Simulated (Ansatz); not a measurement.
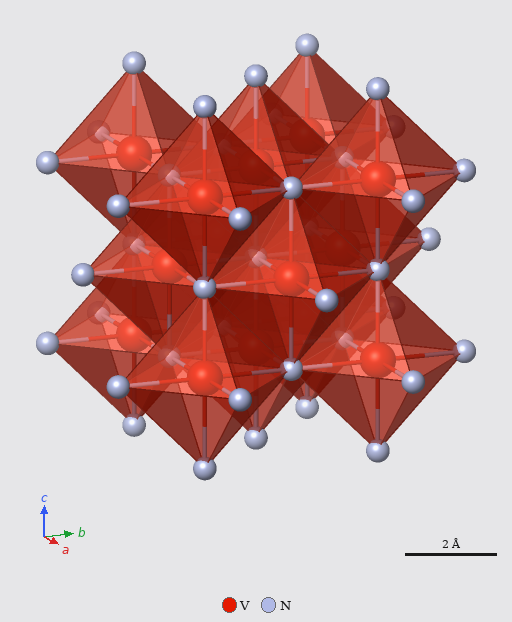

Fig. 1: The input geometry (polyhedral view of the cell 4 times as large as that of the calculation, set on its symmetry axes, seen slightly off an axis; polyhedra are completed across the faces of the cell).

## Single-point calculation of VN (part 1 of 2)

- system: VN (2 atoms in the cell)
- method: DFT PBE+U+J, scalar-relativistic, plane waves, PAW, U = 4 eV, J = 0.9 eV on V atom 1 d, spin-polarised (Ansatz 0.2.0)

The structure derives from an entry of the Crystallography Open Database. It belongs to a series of runs on one base structure; here: natural orbitals of the symmetric run, filled by rank. Figures and captions count atoms from 1; the log counts them from 0 in places.

## Input file
```yaml
crystal:
  lattice:
    - [0.0, 2.06400093, 2.06400093]
    - [2.06400093, 0.0, 2.06400093]
    - [2.06400093, 2.06400093, 0.0]
  atoms:
    - { symbol: V, position: [0.0, 0.0, 0.0], spin: 2.0 }
    - { symbol: "N", position: [0.5, 0.5, 0.5] }
basis:
  ecutwfc: 420
  ecutrho_ratio: 4
kpoints:
  mp_grid: { grid: [8, 8, 8] }
hamiltonian:
  xc: pbe
  hubbard:
    sites:
      - { site: 0, l: d, u: 4.0, j: 0.9, starting_ns: [{ spin: up, occupation_matrix: s0up }, { spin: down, occupation_matrix: s0down }] }
    double_counting: amf
    occupation_matrices:
      s0up:
        matrix:
          - [0.02, 0.0, 0.0, 0.0, 0.0]
          - [0.0, 0.02, 0.0, 0.0, 0.0]
          - [0.0, 0.0, 0.97, 0.0, 0.0]
          - [0.0, 0.0, 0.0, 0.02, 0.0]
          - [0.0, 0.0, 0.0, 0.0, 0.97]
      s0down:
        matrix:
          - [0.02, 0.0, 0.0, 0.0, 0.0]
          - [0.0, 0.02, 0.0, 0.0, 0.0]
          - [0.0, 0.0, 0.02, 0.0, 0.0]
          - [0.0, 0.0, 0.0, 0.02, 0.0]
          - [0.0, 0.0, 0.0, 0.0, 0.02]
    ns_hold: { iters: 10 }
scf:
  occupations: { method: gaussian, width: 0.05 }
  lower_state_search: "off"
  max_iter: 150
output:
  forces: true
  stress: true
  eigenvalues: true
  populations: true
  hubbard: { sites: [{ site: 0, l: d }] }
  write_density: true
  write_potential: true
  elf: true
  volumetric_format: npy
magnetization:
  spin_polarized: true
```

Machine: 2 threads of Intel Xeon @ 2.50GHz (Skylake/Cascade Lake), 64 GiB of memory available, shared host.

Launched with:
```bash
ansatz run input.yaml --threads 2 --pin off --max-ram 3072MiB --backend cpu --events-out ev --progress --plain --runs-dir out
```

## The program's output
```
Warning: crystal.symmetry: narrowed to the stabiliser of the occupation matrices — unitary ops 48 → 16; lowered by the specified shell (site 0, l: d); largest admitted image defect 4.4e-16, smallest excluded 9.5e-1 — at a splitting's scale: the group the occupation matrices' own texture admits
V: projections on atomic orbitals take those of the free atom [Ne] 3s2 3p6 3d3 4s2, of charge +0.00 (hamiltonian.pseudopotentials.projection_atoms); the dataset's partial waves leave at most 5.8e-7 of an orbital's norm unspanned inside its sphere
N: projections on atomic orbitals take those of the free atom [He] 2s2 2p3, of charge +0.00 (hamiltonian.pseudopotentials.projection_atoms); the dataset's partial waves leave at most 9.3e-9 of an orbital's norm unspanned inside its sphere
Engine: ansatz 0.2.0, x86_64-unknown-linux-gnu
Pseudopotentials: kind: paw
Pseudopotential: V, paw, valence charge 13, recommended cutoff 420 eV (normal), V.paw.azcp
Pseudopotential: N, paw, valence charge 5, recommended cutoff 420 eV (normal), N.paw.azcp
Functional definition: PBE
  parameter kappa = 0.804
  parameter beta = 0.06672455060314922
  exchange = pbe_x(kappa = kappa, mu = beta*pi^2/3)
  correlation = pbe_c(beta = beta)
Crystal: 2 atoms, lattice volume = 17.586 Å³
Basis set: ecut = 420 eV, 331 PW (Γ), exchange–correlation on 40×40×40 points (8 copies of the dense FFT grid, shifted against one another)
Bands: 14, of which v1, the nominal top of the filled ones, is band 9 counted from 1 (8 counted from 0)
Symmetry: 16 space group operations
k-points: 59 of 512
Non-local potential: V, projectors of the file, l = 0: 3, l = 1: 2, l = 2: 3, l = 3: 1
Non-local potential: N, projectors of the file, l = 0: 2, l = 1: 2, l = 2: 1
PAW form: soft (Blöchl's): semilocal exchange-correlation on the pseudo side does not see the compensation charge
PAW one-centre angular grid: V, 590 points (default); XC on 64 Gauss nodes
PAW one-centre angular grid: N, 110 points (default); XC on 64 Gauss nodes
Initial density: superposition of atomic densities (chi_scale 0.1, normalization cell, long waves kept (reshape's long-wave potential 0.00 eV rms))
Starting moments: Σ|m| = 2 μB on 1 of 2 sites
Initial wavefunctions: pseudopotential atomic-orbital guess
Functional: x = pbe(κ = 0.804, μ = 0.2195149727645171), c = pbe(β = 0.06672455060314922)
SCF iter   1: F=—  HF=-3298.044258 eV  |F-HF|=—  |Δ(HF+E_count)|=         —  Δρ=8.46e-2 (↑8.46e-2 ↓4.74e-2)  dr2=9.70e-1  dr2_m=4.63e-1  M=1.649 μB ∫|m|=1.655 μB  β_m=0.30  ethr=3.10e-3  ⟨swp⟩=4.2  Hψ=7273  notcnv=0
preconditioner: auto → none  [metal: Δε(μ)=0.018 eV  Ē_g=11.142 eV  σ=0.050 eV  W_gap=0.20  n_scr=8 (ndim 8)  ℏωp=28.0 eV  f_vac=0.000  D(μ)=2.04/eV (n_scr^D=26)  sad-step TF]
SCF iter   2: F=—  HF=-3298.111773 eV  |F-HF|=—  |Δ(HF+E_count)|=   6.75e-2  Δρ=5.44e-2 (↑5.44e-2 ↓3.67e-2)  dr2=2.42e-1  dr2_m=2.37e-1  M=1.666 μB ∫|m|=1.676 μB  β_m=0.30  ethr=3.10e-3  ⟨swp⟩=2.0  Hψ=3108  notcnv=0  defer=59
SCF iter   3: F=—  HF=-3298.194708 eV  |F-HF|=—  |Δ(HF+E_count)|=   8.29e-2  Δρ=3.64e-2 (↑3.64e-2 ↓2.85e-2)  dr2=4.45e-2  dr2_m=1.47e-1  M=1.619 μB ∫|m|=1.637 μB  β_m=0.30  ethr=1.34e-3  ⟨swp⟩=2.8  Hψ=2678  notcnv=0  defer=59
SCF iter   4: F=—  HF=-3298.260385 eV  |F-HF|=—  |Δ(HF+E_count)|=   6.57e-2  Δρ=2.34e-2 (↑2.34e-2 ↓2.24e-2)  dr2=4.13e-3  dr2_m=8.15e-2  M=1.617 μB ∫|m|=1.640 μB  β_m=0.30  ethr=2.47e-4  ⟨swp⟩=2.5  Hψ=2880  notcnv=0  defer=59
SCF iter   5: F=—  HF=-3298.297300 eV  |F-HF|=—  |Δ(HF+E_count)|=   3.69e-2  Δρ=1.72e-2 (↑1.65e-2 ↓1.72e-2)  dr2=9.24e-5  dr2_m=4.55e-2  M=1.617 μB ∫|m|=1.645 μB  β_m=0.30  ethr=2.30e-5  ⟨swp⟩=2.0  Hψ=3212  notcnv=0  defer=59
SCF iter   6: F=—  HF=-3298.317759 eV  |F-HF|=—  |Δ(HF+E_count)|=   2.05e-2  Δρ=1.28e-2 (↑1.25e-2 ↓1.28e-2)  dr2=2.94e-5  dr2_m=2.58e-2  M=1.617 μB ∫|m|=1.650 μB  β_m=0.30  ethr=5.14e-7  ⟨swp⟩=2.1  Hψ=2989  notcnv=0  defer=59
SCF iter   7: F=—  HF=-3298.329040 eV  |F-HF|=—  |Δ(HF+E_count)|=   1.13e-2  Δρ=9.61e-3 (↑9.54e-3 ↓9.61e-3)  dr2=3.28e-6  dr2_m=1.48e-2  M=1.617 μB ∫|m|=1.654 μB  β_m=0.30  ethr=1.64e-7  ⟨swp⟩=2.1  Hψ=2787  notcnv=0  defer=59
Mixer restart at iter 7: flushing history
spin-set hold released at iteration 7 (site moments contracting): the magnetisation degrees of freedom join the quasi-Newton model from the next iteration; the mixer history was flushed
SCF iter   8: F=—  HF=-3298.335305 eV  |F-HF|=—  |Δ(HF+E_count)|=   6.27e-3  Δρ=7.31e-3 (↑7.31e-3 ↓7.25e-3)  dr2=5.34e-6  dr2_m=8.54e-3  M=1.617 μB ∫|m|=1.657 μB  β_m=0.65  ethr=1.82e-8  ⟨swp⟩=3.4  Hψ=3418  notcnv=0  defer=59
SCF iter   9: F=—  HF=-3298.343575 eV  |F-HF|=—  |Δ(HF+E_count)|=   8.27e-3  Δρ=1.08e-3 (↑4.01e-4 ↓1.08e-3)  dr2=1.31e-4  dr2_m=7.80e-5  M=1.618 μB ∫|m|=1.670 μB  β_m=0.74  ethr=1.82e-8  ⟨swp⟩=3.1  Hψ=4312  notcnv=0  defer=59
SCF iter  10: F=—  HF=-3298.343750 eV  |F-HF|=—  |Δ(HF+E_count)|=   1.75e-4  Δρ=1.39e-3 (↑1.39e-3 ↓6.51e-4)  dr2=7.44e-4  dr2_m=2.64e-5  M=1.618 μB ∫|m|=1.671 μB  β_m=0.54  ethr=1.82e-8  ⟨swp⟩=2.9  Hψ=3284  notcnv=0  defer=59  recentre
SCF iter  11: F=—  HF=-3298.343619 eV  |F-HF|=—  |Δ(HF+E_count)|=   1.32e-4  Δρ=3.02e-4 (↑1.68e-4 ↓3.02e-4)  dr2=5.64e-6  dr2_m=8.36e-6  M=1.618 μB ∫|m|=1.671 μB  β_m=0.54  ethr=1.82e-8  ⟨swp⟩=3.0  Hψ=3078  notcnv=0  defer=59
Mixer restart at iter 11: flushing history
SCF iter  12: F=—  HF=-3298.344875 eV  |F-HF|=—  |Δ(HF+E_count)|=         —  Δρ=5.42e-4 (↑2.29e-4 ↓5.42e-4)  dr2=7.83e-5  dr2_m=1.05e-5  M=1.618 μB ∫|m|=1.670 μB  β_m=0.54  ethr=1.82e-8  ⟨swp⟩=2.0  Hψ=2632  notcnv=0  defer=59
SCF iter  13: F=—  HF=-3298.454266 eV  |F-HF|=—  |Δ(HF+E_count)|=   1.09e-1  Δρ=3.38e-3 (↑3.38e-3 ↓2.17e-3)  dr2=4.64e-4  dr2_m=9.36e-4  M=1.581 μB ∫|m|=1.633 μB  β_m=0.15  ethr=1.82e-8  ⟨swp⟩=3.0  Hψ=3159  notcnv=0  defer=59
SCF iter  14: F=—  HF=-3298.469585 eV  |F-HF|=—  |Δ(HF+E_count)|=   1.53e-2  Δρ=3.53e-3 (↑3.53e-3 ↓2.40e-3)  dr2=3.89e-4  dr2_m=1.12e-3  M=1.565 μB ∫|m|=1.618 μB  β_m=0.15  ethr=1.82e-8  ⟨swp⟩=2.3  Hψ=3284  notcnv=0  defer=59
SCF iter  15: F=—  HF=-3298.479508 eV  |F-HF|=—  |Δ(HF+E_count)|=   9.92e-3  Δρ=4.06e-3 (↑4.06e-3 ↓3.19e-3)  dr2=2.11e-3  dr2_m=1.33e-3  M=1.549 μB ∫|m|=1.603 μB  β_m=0.33  ethr=1.82e-8  ⟨swp⟩=3.0  Hψ=3180  notcnv=0  defer=59
SCF iter  16: F=—  HF=-3298.503962 eV  |F-HF|=—  |Δ(HF+E_count)|=   2.45e-2  Δρ=4.47e-3 (↑4.47e-3 ↓2.27e-3)  dr2=1.53e-3  dr2_m=1.40e-3  M=1.490 μB ∫|m|=1.546 μB  β_m=0.50  ethr=1.82e-8  ⟨swp⟩=3.1  Hψ=3618  notcnv=0  defer=59
SCF iter  17: F=—  HF=-3298.511233 eV  |F-HF|=—  |Δ(HF+E_count)|=   7.27e-3  Δρ=3.64e-3 (↑1.64e-3 ↓3.64e-3)  dr2=2.33e-3  dr2_m=4.18e-4  M=1.335 μB ∫|m|=1.404 μB  β_m=0.56  ethr=1.82e-8  ⟨swp⟩=3.3  Hψ=4860  notcnv=0  defer=61
SCF iter  18: F=—  HF=-3298.511109 eV  |F-HF|=—  |Δ(HF+E_count)|=   1.24e-4  Δρ=2.15e-3 (↑1.78e-3 ↓2.15e-3)  dr2=1.09e-4  dr2_m=5.94e-4  M=1.345 μB ∫|m|=1.413 μB  β_m=0.78  ethr=1.82e-8  ⟨swp⟩=3.1  Hψ=3489  notcnv=0  defer=62
SCF iter  19: F=—  HF=-3298.511856 eV  |F-HF|=—  |Δ(HF+E_count)|=   7.46e-4  Δρ=1.01e-3 (↑1.01e-3 ↓1.00e-3)  dr2=6.51e-5  dr2_m=1.39e-4  M=1.330 μB ∫|m|=1.398 μB  β_m=0.75  ethr=1.82e-8  ⟨swp⟩=3.2  Hψ=3159  notcnv=0  defer=62
SCF iter  20: F=—  HF=-3298.511957 eV  |F-HF|=—  |Δ(HF+E_count)|=   1.02e-4  Δρ=6.70e-4 (↑6.70e-4 ↓4.64e-4)  dr2=9.98e-6  dr2_m=4.99e-5  M=1.336 μB ∫|m|=1.403 μB  β_m=0.88  ethr=1.82e-8  ⟨swp⟩=2.5  Hψ=2792  notcnv=0  defer=62
SCF iter  21: F=—  HF=-3298.512040 eV  |F-HF|=—  |Δ(HF+E_count)|=   8.24e-5  Δρ=5.52e-4 (↑5.52e-4 ↓2.90e-4)  dr2=1.56e-5  dr2_m=2.61e-5  M=1.334 μB ∫|m|=1.400 μB  β_m=0.80  ethr=1.82e-8  ⟨swp⟩=2.4  Hψ=2736  notcnv=0  defer=62
SCF iter  22: F=—  HF=-3298.512043 eV  |F-HF|=—  |Δ(HF+E_count)|=   3.65e-6  Δρ=4.39e-4 (↑4.39e-4 ↓3.38e-4)  dr2=2.58e-6  dr2_m=2.39e-5  M=1.335 μB ∫|m|=1.399 μB  β_m=0.90  ethr=1.82e-8  ⟨swp⟩=2.0  Hψ=2668  notcnv=0  defer=62
SCF iter  23: F=—  HF=-3298.512060 eV  |F-HF|=—  |Δ(HF+E_count)|=   1.68e-5  Δρ=1.85e-4 (↑1.85e-4 ↓1.62e-4)  dr2=1.17e-6  dr2_m=4.51e-6  M=1.336 μB ∫|m|=1.400 μB  β_m=0.76  ethr=1.44e-8  ⟨swp⟩=2.1  Hψ=2524  notcnv=0  defer=62
SCF iter  24: F=—  HF=-3298.512064 eV  |F-HF|=—  |Δ(HF+E_count)|=   3.41e-6  Δρ=5.38e-5 (↑5.38e-5 ↓2.81e-5)  dr2=8.80e-7  dr2_m=1.00e-7  M=1.336 μB ∫|m|=1.400 μB  β_m=0.60  ethr=6.51e-9  ⟨swp⟩=2.4  Hψ=2600  notcnv=0  defer=62
SCF iter  25: F=-3298.512064 eV  HF=-3298.512064 eV  |F-HF|=4.32e-11  |Δ(HF+E_count)|=   4.98e-8  Δρ=6.18e-6 (↑6.18e-6 ↓4.38e-6)  dr2=7.81e-9  dr2_m=2.54e-9  M=1.337 μB ∫|m|=1.400 μB  ethr=5.56e-10  ⟨swp⟩=7.3  Hψ=8569  notcnv=0
SCF 1 converged in 25 iterations: F = -3298.512064 eV  dr2 = 7.81e-9
  greatest PAW one-centre occupation: 1.000 electrons in one spin orbital (limit 2), on the V atom at site 0 (counted from 0), in its partial waves of l = 0
```
